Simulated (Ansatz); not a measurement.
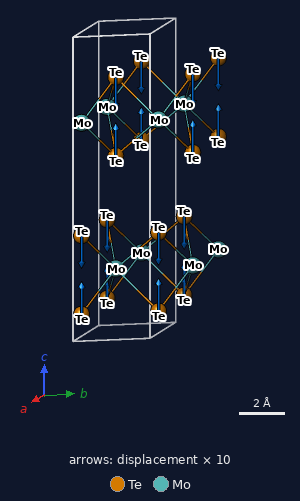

A relaxation of crystalline Te2Mo (set up in P6_3/mmc). The starting structure is drawn; blue arrows show the displacements (the part carried along by the change of the cell is left out), magnified 10 times.

The picture is a ball-and-stick view of the cell of the calculation, repeated 2 × 2 × 1 with one cell outlined, seen slightly off an axis.

Level of theory: DFT PBE, scalar-relativistic, plane waves, PAW in Ansatz 0.2.0. Settings: plane-wave cutoff 420 eV; k-point mesh 12 × 12 × 2; occupations gaussian; smearing width 0.02 eV; no spin polarisation; cell and atoms relaxed; force threshold 0.01 eV/Å; at most 80 steps.

Question: Describe the change and its energy.

Answer: The largest moves relative to the cell, 0.15 Å, are those of Te atoms. Mo stays in place. Cell: a = b 3.518 → 3.557 Å (+1.1 %), c 13.974 → 15.212 Å (+8.9 %). Volume +11.3 %. Near-neighbour distances that change, for instance: Mo–Te 2.716 → 2.736 Å. The space group stays P6_3/mmc (No. 194). After 5 accepted moves (7 points after the start) the energy has fallen by 14.7 meV per atom. Largest force component: 0.17 eV/Å at the start, 0.00043 eV/Å at the end. Pressure: 2.93 GPa at the start and 0.02 GPa at the end. The line search rejected the trial step at point 1 of the run. At 1 point the geometry stayed and the basis and grid were re-selected for the new cell (energy shift of 0.6 meV per atom at most each time). The run took 2.6 min on 1 thread of Arm Neoverse V2 (shared host), peak memory 0.56 GiB.

Limits of the set-up: layers or molecules are held without a dispersion correction, so their spacing is unreliable.
